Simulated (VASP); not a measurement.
Geometry relaxation, with input and output: Cu (part 2 of 2)

Cu (Fm-3m, 1 atom in the cell); Kohn-Sham DFT of a periodic cell, r2SCAN, VASP PAW PBE potentials, recommended, no spin polarisation (VASP 6.6.1); cutoff 600 eV, 18×18×18 k-mesh, methfessel-paxton of 0.1 eV. The structure derives from an entry of the Crystallography Open Database.

Geometry of the input (Å; fractional positions):
```
-0.0000  1.7914  1.7914
1.7914  0.0000  1.7914
1.7914  1.7914  0.0000
Cu 0.0000  0.0000  0.0000
```

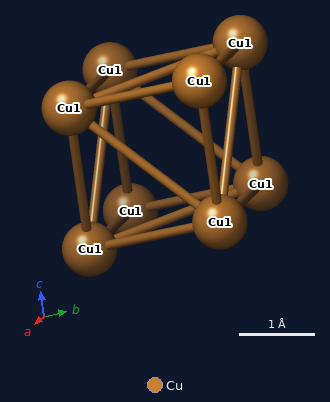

*The geometry at step 1 of the log (ball-and-stick view of the cell of the calculation, seen slightly off an axis; atoms are numbered from 1 in the order of the input).*

**Parts of OUTCAR, continued**
```
   IVDW    =     0    specifies the selected vdW correction
   LEPSILON=     F    determine dielectric tensor
   LRPA    =     F    only Hartree local field effects (RPA)
 conjugate gradient relaxation of ions
 non-spin polarized calculation
 Methfessel and Paxton  Order N= 1 SIGMA  =   0.10
  energy-cutoff  :      600.00
  volume of cell :       11.50
 maximum number of plane-waves:       392
   NGX = 11   NGY = 11   NGZ = 11

--------------------------------------- Ionic step        1  -------------------------------------------

 number of electron      11.0000011 magnetization

 Free energy of the ion-electron system (eV)
  ---------------------------------------------------
  ext. energy  EPLUGINS =         0.00000000
  ---------------------------------------------------
  free energy    TOTEN  =       -10.82702783 eV

  energy without entropy =      -10.82692680  energy(sigma->0) =      -10.82699416

------------------------ aborting loop because EDIFF is reached ----------------------------------------

  FORCE on cell =-STRESS in cart. coord.  units (eV):
  Direction    XX          YY          ZZ          XY          YZ          ZX
  --------------------------------------------------------------------------------------
  -------------------------------------------------------------------------------------
  Total       -0.0098853     -0.0098853     -0.0098853      0.0000000     -0.0000000     -0.0000000
  in kB       -1.3774414     -1.3774414     -1.3774414      0.0000000     -0.0000000     -0.0000000
  external PRESSURE =      -1.3774414 kB  Pullay stress =       0.0000000 kB

 VOLUME and BASIS-vectors are now :
 -----------------------------------------------------------------------------
  energy-cutoff  :      600.00
  volume of cell :       11.50
      direct lattice vectors                 reciprocal lattice vectors
     0.000000000  1.791428301  1.791428301    -0.279106900  0.279106900  0.279106900
     1.791428301  0.000000000  1.791428301     0.279106900 -0.279106900  0.279106900
     1.791428301  1.791428301  0.000000000     0.279106900  0.279106900 -0.279106900

 POSITION                                       TOTAL-FORCE (eV/Angst)
 -----------------------------------------------------------------------------------
      0.00000      0.00000      0.00000         0.000000      0.000000     -0.000000
 -----------------------------------------------------------------------------------
    total drift:                               -0.000000     -0.000000     -0.000000

  FREE ENERGIE OF THE ION-ELECTRON SYSTEM (eV)
  ---------------------------------------------------
  free  energy   TOTEN  =       -10.8270278340 eV

  energy  without entropy=      -10.8269267974  energy(sigma->0) =      -10.82699416

--------------------------------------- Ionic step        2  -------------------------------------------

 number of electron      11.0000011 magnetization

------------------------ aborting loop because EDIFF is reached ----------------------------------------

  FORCE on cell =-STRESS in cart. coord.  units (eV):
  Direction    XX          YY          ZZ          XY          YZ          ZX
  --------------------------------------------------------------------------------------
  -------------------------------------------------------------------------------------
  Total        0.0110755      0.0110755      0.0110755      0.0000000      0.0000000     -0.0000000
  in kB        1.5454992      1.5454992      1.5454992      0.0000000      0.0000000     -0.0000000
  external PRESSURE =       1.5454992 kB  Pullay stress =       0.0000000 kB

 VOLUME and BASIS-vectors are now :
 -----------------------------------------------------------------------------
  energy-cutoff  :      600.00
  volume of cell :       11.48
      direct lattice vectors                 reciprocal lattice vectors
     0.000000000  1.790573979  1.790573979    -0.279240068  0.279240068  0.279240068
     1.790573979  0.000000000  1.790573979     0.279240068 -0.279240068  0.279240068
     1.790573979  1.790573979  0.000000000     0.279240068  0.279240068 -0.279240068

 POSITION                                       TOTAL-FORCE (eV/Angst)
 -----------------------------------------------------------------------------------
      1.79057      1.79057      3.58115        -0.000000      0.000000     -0.000000
 -----------------------------------------------------------------------------------
    total drift:                               -0.000000     -0.000000      0.000000

  FREE ENERGIE OF THE ION-ELECTRON SYSTEM (eV)
  ---------------------------------------------------
  free  energy   TOTEN  =       -10.8270182715 eV

  energy  without entropy=      -10.8269170631  energy(sigma->0) =      -10.82698454

--------------------------------------- Ionic step        3  -------------------------------------------

 number of electron      11.0000011 magnetization

 Free energy of the ion-electron system (eV)
  ---------------------------------------------------
  ext. energy  EPLUGINS =         0.00000000
  ---------------------------------------------------
  free energy    TOTEN  =       -10.82702633 eV

  energy without entropy =      -10.82692522  energy(sigma->0) =      -10.82699263

 E-fermi :   7.7011     XC(G=0): -13.9283     alpha+bet :-13.7979

 val. band max:        7.6716886350   @ k =   0.5000   0.3333   0.1667
 cond. band min:       7.7036275337   @ k =   0.5000   0.1111   0.0000
 fundamental gap:      0.0319388987
 Fermi energy:         7.7011224309

 k-point     1 :       0.0000    0.0000    0.0000
  band No.  band energies     occupation
      1      -2.1456      2.00000
      2       4.5226      2.00000
      3       4.5226      2.00000
      4       4.5226      2.00000
      5       5.3748      2.00000
      6       5.3748      2.00000
      7      31.3501      0.00000
      8      34.6025      0.00000
      9      34.6025      0.00000

 k-point     2 :       0.0556    0.0000    0.0000
  band No.  band energies     occupation
      1      -2.0263      2.00000
      2       4.4965      2.00000
      3       4.5453      2.00000
      4       4.5453      2.00000
      5       5.3657      2.00000
      6       5.3657      2.00000
      7      30.7467      0.00000
      8      33.0522      0.00000
      9      34.1933      0.00000

 k-point     3 :       0.1111    0.0000    0.0000
  band No.  band energies     occupation
      1      -1.6726      2.00000
      2       4.4253      2.00000
      3       4.6040      2.00000
      4       4.6041      2.00000
      5       5.3472      2.00000
      6       5.3473      2.00000
      7      28.3588      0.00000
      8      32.2543      0.00000
      9      33.4708      0.00000

 k-point     4 :       0.1667    0.0000    0.0000
  band No.  band energies     occupation
      1      -1.0984      2.00000
      2       4.3314      2.00000
      3       4.6678      2.00000
      4       4.6679      2.00000
      5       5.3482      2.00000
      6       5.3483      2.00000
      7      25.3716      0.00000
      8      31.9322      0.00000
      9      32.7966      0.00000

 k-point     5 :       0.2222    0.0000    0.0000
  band No.  band energies     occupation
      1      -0.3346      2.00000
      2       4.2549      2.00000
      3       4.6915      2.00000
      4       4.6917      2.00000
      5       5.4094      2.00000
      6       5.4095      2.00000
      7      22.4013      0.00000
      8      31.5517      0.00000
      9      32.2473      0.00000

 [... the levels of 18 k-points are left out ...]

 k-point    24 :      -0.2222    0.0556    0.0000
  band No.  band energies     occupation
      1       0.0478      2.00000
      2       4.2029      2.00000
      3       4.6817      2.00000
      4       4.7231      2.00000
      5       5.3290      2.00000
      6       5.5883      2.00000
      7      21.5217      0.00000
      8      28.8888      0.00000
      9      32.6947      0.00000

 [... further k-points ...]

------------------------ aborting loop because EDIFF is reached ----------------------------------------

  FORCE on cell =-STRESS in cart. coord.  units (eV):
  Direction    XX          YY          ZZ          XY          YZ          ZX
  --------------------------------------------------------------------------------------
  -------------------------------------------------------------------------------------
  Total        0.0018132      0.0018132      0.0018132     -0.0000000     -0.0000000      0.0000000
  in kB        0.2528249      0.2528249      0.2528249     -0.0000000     -0.0000000      0.0000000
  external PRESSURE =       0.2528249 kB  Pullay stress =       0.0000000 kB

 VOLUME and BASIS-vectors are now :
 -----------------------------------------------------------------------------
  energy-cutoff  :      600.00
  volume of cell :       11.49
      direct lattice vectors                 reciprocal lattice vectors
     0.000000000  1.791025395  1.791025395    -0.279169688  0.279169688  0.279169688
     1.791025395  0.000000000  1.791025395     0.279169688 -0.279169688  0.279169688
     1.791025395  1.791025395  0.000000000     0.279169688  0.279169688 -0.279169688

 POSITION                                       TOTAL-FORCE (eV/Angst)
 -----------------------------------------------------------------------------------
      0.00000      0.00000      0.00000         0.000000      0.000000      0.000000
 -----------------------------------------------------------------------------------
    total drift:                               -0.000000     -0.000000     -0.000000

  FREE ENERGIE OF THE ION-ELECTRON SYSTEM (eV)
  ---------------------------------------------------
  free  energy   TOTEN  =       -10.8270263305 eV

  energy  without entropy=      -10.8269252211  energy(sigma->0) =      -10.82699263

 reached required accuracy - stopping structural energy minimisation
```

**CONTCAR**
```
Cu
   1.00000000000000
     0.0000000000000000    1.7910253951136907    1.7910253951136907
     1.7910253951136907    0.0000000000000000    1.7910253951136907
     1.7910253951136907    1.7910253951136907    0.0000000000000000
  Cu
     1
Direct
     0.0000000000000000    0.0000000000000000    0.0000000000000000

  0.00000000E+00  0.00000000E+00  0.00000000E+00
```

**Trajectory as extended XYZ (Å, eV, eV/Å), 3 frames, from step=0 to step=2**
```
1
Lattice="0.0000 1.7914 1.7914 1.7914 0.0000 1.7914 1.7914 1.7914 0.0000" Properties=species:S:1:pos:R:3:forces:R:3 step=0 energy=-10.82703
Cu    0.0000    0.0000    0.0000    0.0000   0.0000   0.0000
1
Lattice="0.0000 1.7906 1.7906 1.7906 0.0000 1.7906 1.7906 1.7906 0.0000" Properties=species:S:1:pos:R:3:forces:R:3 step=1 energy=-10.82702
Cu    1.7906    1.7906    3.5811    0.0000   0.0000   0.0000
1
Lattice="0.0000 1.7910 1.7910 1.7910 0.0000 1.7910 1.7910 1.7910 0.0000" Properties=species:S:1:pos:R:3:forces:R:3 step=2 energy=-10.82703
Cu    0.0000    0.0000    0.0000    0.0000   0.0000   0.0000
```
